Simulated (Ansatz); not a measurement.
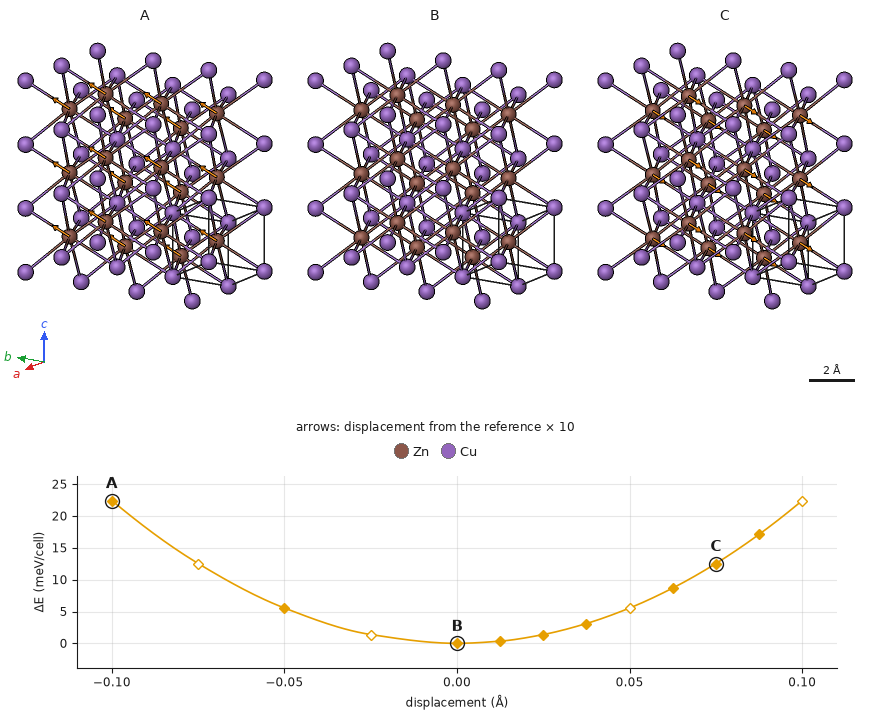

A scan of a crystal of ZnCu (Pm-3m): the whole Zn sublattice is shifted rigidly, towards the nearest copy of atom 2 (Cu) at 2.550 Å, all else fixed. The lettered frames are marked on the plot. Hollow markers are points alike by symmetry, not computed again. The picture is a ball-and-stick view of the cell of the calculation, repeated 2 × 3 × 3 with one cell outlined, seen from a free direction. Orange arrows: displacements from the reference.

The calculation used Ansatz 0.2.0, DFT PBEsol, scalar-relativistic, plane waves, PAW. Set-up: plane-wave cutoff 420 eV; k-point mesh 16 × 16 × 16; occupations gaussian; smearing width 0.15 eV; no spin polarisation. Energies (free energies at the smearing named) are counted from the cell as listed in its source, which wasn't relaxed.

Question: Read off the main features of the energy profile.

Answer: The lowest computed point lies at the displacement 0.00 Å (0.0 meV/cell). At the ends of the scan the energy is 22.4 meV/cell (−0.10 Å) and 22.4 meV/cell (0.10 Å). The curvature at zero is about 4.4 eV/Å² per cell. The well is symmetric. At the highest point the shortest interatomic distance is 2.45 Å, against 2.55 Å in the reference. The distortion takes the space group from Pm-3m to R3m.

The computed points:

```tsv
displacement (Å)	ΔE (meV/cell)
−0.1000	22.4
−0.0750	12.5
−0.0500	5.5
−0.0250	1.4
0.0000	0.0
0.0125	0.3
0.0250	1.4
0.0375	3.1
0.0500	5.5
0.0625	8.7
0.0750	12.5
0.0875	17.1
0.1000	22.4
```

Points that are alike by symmetry were computed once.
